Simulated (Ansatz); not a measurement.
```
Si Mo
1.0
     4.58547    0.00000    0.00000
    -2.29274    3.97113    0.00000
     0.00000    0.00000    6.57976
Si Mo
6 3
Direct
  0.16387 0.83613 0.83333
  0.32775 0.16387 0.16667
  0.83613 0.67225 0.50000
  0.83613 0.16387 0.83333
  0.67225 0.83613 0.16667
  0.16387 0.32775 0.50000
  0.50000 0.00000 0.50000
  0.00000 0.50000 0.16667
  0.50000 0.50000 0.83333
```

Space group P6_222; the calculation finds a residual pressure of about 4 GPa at this fixed cell. The cell comes from a database of computed structures, not from a measurement.

The calculation used Ansatz, DFT PBE, scalar-relativistic, plane waves, PAW.

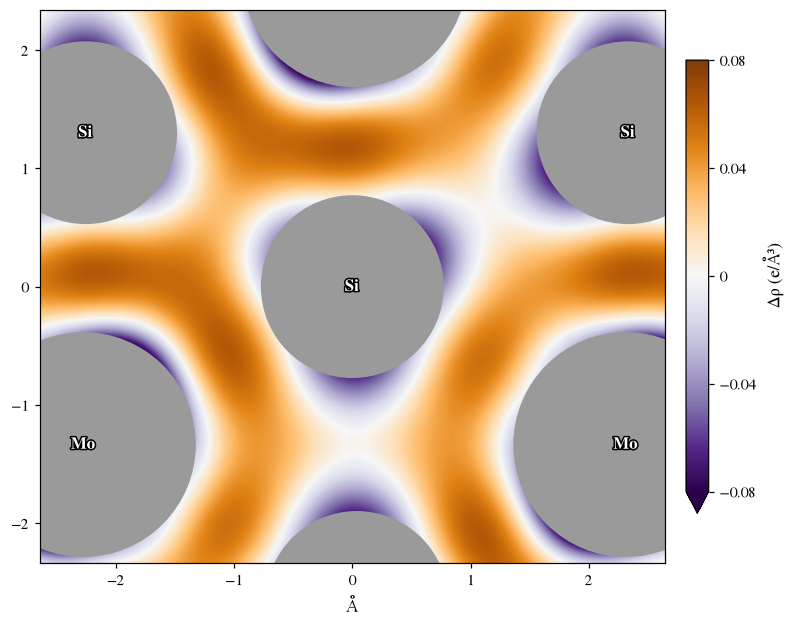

Si$_{2}$Mo. Bonding charge density, ρ(crystal) − Σ ρ(neutral atoms): a map on the (001) plane of the conventional cell, with grey discs over the atomic cores. Cores are masked to 0.8 Å (Si) and 1.0 Å (Mo).

In a PAW calculation such maps are meaningful between the atoms, not at the nuclei.

### Describe the bonding charge.

Si–Si (2.55 Å): Δρ is +0.04 e/Å³ at the midpoint.
Mo–Si (2.57 Å): Δρ is +0.06 e/Å³ at the midpoint.
Mo–Mo (3.17 Å): Δρ is +0.02 e/Å³ at the midpoint (this contact isn't in the plane drawn).
Over the whole cell, outside the masked cores, the largest gain, 0.08 e/Å³, lies 1.4 Å from a silicon nucleus and 1.5 Å from a molybdenum one, and the largest loss lies at the edge of the masked core of Mo.
The rearranged charge, half the integral of |Δρ|, is about 0.24 e an atom.
Bader charges: Si −0.07 and Mo +0.14 e.

Cost of the run: 48 s on 2 threads of Intel(R) Xeon(R) 6975P-C (Granite Rapids), on a shared host, peak memory 0.58 GiB.
